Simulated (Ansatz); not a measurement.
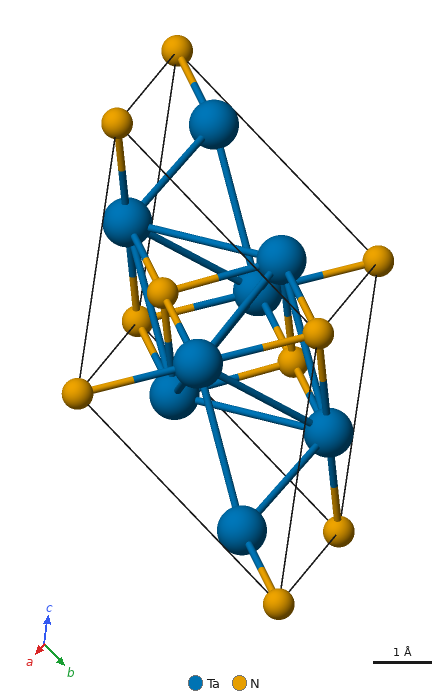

Ball-and-stick drawing of the structure, looking slightly off an axis. Atoms at the boundary of the simulation cell (the box) are drawn once for each face, edge or corner they touch.

The run was set up as follows:
```yaml
crystal:
  lattice:
    - [-2.1785721947, 2.1785721947, 4.2726760247]
    - [2.1785721947, -2.1785721947, 4.2726760247]
    - [2.1785721947, 2.1785721947, -4.2726760247]
  atoms:
    - { symbol: Ta, position: [0.0, 0.5, 0.5] }
    - { symbol: Ta, position: [0.2607537427, 0.2607537427, 0.0] }
    - { symbol: Ta, position: [0.5, 0.0, 0.5] }
    - { symbol: Ta, position: [0.7392462573, 0.7392462573, 0.0] }
    - { symbol: "N", position: [0.75, 0.25, 0.5] }
    - { symbol: "N", position: [0.0, 0.0, 0.0] }
    - { symbol: "N", position: [0.25, 0.75, 0.5] }
basis:
  ecutwfc: 420
kpoints:
  mp_grid: { grid: [12, 12, 12] }
  band_path:
    path:
      - [[0.0, 0.0, 0.0], [0.0, 0.0, 0.5], [0.25, 0.25, 0.25], [0.0, 0.5, 0.0], [0.0, 0.0, 0.0], [0.5, 0.5, -0.5], [0.31499561, 0.68500439, -0.31499561]]
      - [[-0.31499561, 0.31499561, 0.31499561], [0.0, 0.0, 0.0]]
      - [[0.0, 0.0, 0.5], [-0.12999121, 0.12999121, 0.5]]
      - [[0.5, 0.5, -0.12999121], [0.5, 0.5, -0.5]]
    npoints: 14
hamiltonian:
  xc: pbesol
scf:
  occupations: { method: gaussian, width: 0.1 }
  n_extra_bands: 17
output:
  forces: true
  stress: true
  eigenvalues: true
  populations: true
  dos: { projected: true, de: 0.02, nscf_kmesh: { grid: [18, 18, 18] } }
  bader: true
  write_density: true
  write_potential: true
  elf: true
  volumetric_format: npy
```
Run as:
```sh
ansatz run input.yaml --threads 2 --pin off --max-ram 5120MiB --backend cpu --events-out ev --progress --plain --runs-dir out
```

Setup: DFT PBEsol, scalar-relativistic, plane waves, PAW in Ansatz 0.2.0; 420 eV cutoff, Brillouin-zone sampling on a 12×12×12 mesh, Gaussian smearing of 0.1 eV, no spin polarisation.

Question: State the Bader charges by element.

Answer: Ta +1.21 to +1.50 e; N -1.83 to -1.77 e.

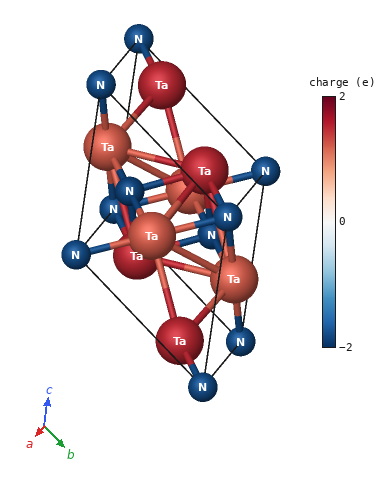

The atoms coloured by those charges.

Provenance: a structure listed in the Materials Project. Earlier steps of the study, as a rule a relaxation of our own, may have changed the cell and positions, so they can lie some per cent off the listed ones. A calculation with Ansatz used it as input.
